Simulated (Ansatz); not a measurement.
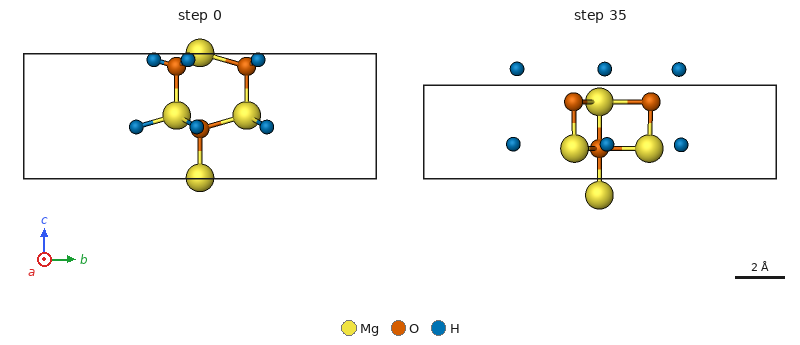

The structure of a wire of composition MgH$_{3}$O before (left) and after (right) a relaxation, at one scale.

The picture is a ball-and-stick view of the cell of the calculation, with the vacuum cut short, seen along the a axis.

Case: wire along [0 0 1], 8 atoms a period, capped with H.

Computed with DFT PBE, scalar-relativistic, plane waves, PAW (Ansatz).

Input file:
```yaml
crystal:
  lattice:
    - [15.2, 0.0, 0.0]
    - [0.0, 14.7, 0.0]
    - [0.0, 0.0, 5.1181270582]
  atoms:
    - { symbol: Mg, position: [0.5, 0.4955574009, 0.0061832458] }
    - { symbol: Mg, position: [0.3909510938, 0.4304565088, 0.5061832458] }
    - { symbol: Mg, position: [0.6090489062, 0.4304565088, 0.5061832458] }
    - { symbol: Mg, position: [0.5, 0.625759185, 0.5061832458] }
    - { symbol: O, position: [0.5, 0.4955574009, 0.3984167542] }
    - { symbol: O, position: [0.3909510938, 0.4304565088, 0.8984167542] }
    - { symbol: O, position: [0.6090489062, 0.4304565088, 0.8984167542] }
    - { symbol: O, position: [0.5, 0.625759185, 0.8984167542] }
    - { symbol: H, position: [0.3909510938, 0.3180251212, 0.4131251033] }
    - { symbol: H, position: [0.2967855651, 0.4866722026, 0.4131251033] }
    - { symbol: H, position: [0.6090489062, 0.3180251212, 0.4131251033] }
    - { symbol: H, position: [0.7032144349, 0.4866722026, 0.4131251033] }
    - { symbol: H, position: [0.4058344713, 0.6819748788, 0.4131251033] }
    - { symbol: H, position: [0.5941655287, 0.6819748788, 0.4131251033] }
    - { symbol: H, position: [0.3909510938, 0.3670504356, 0.9508972183] }
    - { symbol: H, position: [0.3378461154, 0.4621595454, 0.9508972183] }
    - { symbol: H, position: [0.6090489062, 0.3670504356, 0.9508972183] }
    - { symbol: H, position: [0.6621538846, 0.4621595454, 0.9508972183] }
    - { symbol: H, position: [0.4468950216, 0.6574622216, 0.9508972183] }
    - { symbol: H, position: [0.5531049784, 0.6574622216, 0.9508972183] }
basis:
  ecutwfc: 420
kpoints:
  mp_grid: { grid: [1, 1, 7] }
hamiltonian:
  xc: pbe
scf:
  occupations: { method: gaussian, width: 0.05 }
output:
  forces: true
  stress: true
  eigenvalues: true
  populations: true
  write_density: true
  write_potential: true
  elf: true
  volumetric_format: npy
relax:
  adjacent_minimum: "off"
  f_tol: 0.02
  max_steps: 45
  cell: { fix: [a, b, alpha, beta, gamma], stress_tol: 0.03 }
```

Command:
```bash
ansatz run input.yaml --threads 4 --pin off --max-ram 11264MiB --backend cpu --events-out ev --progress --plain --runs-dir out
```

Q: What changed between the two?

A: Over 32 accepted moves (35 points after the start) the energy falls by 7.951 eV per cell of the calculation. The largest force component goes from 2.2 to 0.014 eV/Å. The line search rejected the trial step at point 7 of the run. At 2 points the geometry stayed and the basis and grid were re-selected for the new cell (energy shift of 31.2 meV per cell of the calculation at most each time). The largest moves relative to the centre of the atoms, 1.77 Å, are those of H15 and H17. Largest moves by element: H 1.77 Å, Mg 0.72 Å, O 0.36 Å. Along the periodic axis the drawn cell goes c 5.118 → 3.826 Å (−25.3 %). Some distances before and after: O6–H15 0.970 → 2.687 Å, H10–H16 2.473 → 0.758 Å, O8–H19 0.970 → 2.668 Å, Mg1–O5 3.111 → 1.913 Å. New bonds form, among them: H10–H16 (2.47 → 0.76 Å), H11–H17 (2.47 → 0.76 Å), H12–H18 (2.47 → 0.76 Å), H13–H19 (2.47 → 0.76 Å). Bonds break, among them: Mg2–H10 (1.72 → 2.53 Å), Mg2–H9 (1.72 → 2.52 Å), Mg3–H11 (1.72 → 2.52 Å), Mg3–H12 (1.72 → 2.53 Å). Among the angles between lasting bonds that change: Mg1–O6–Mg2 106.1° → 87.9°, O5–Mg1–O6 106.1° → 90.0°, Mg1–O5–Mg2 106.1° → 90.0°. The run took 5.1 min on 4 threads of Intel(R) Xeon(R) Platinum 8488C (Sapphire Rapids), on a shared host, peak memory 1.6 GiB.
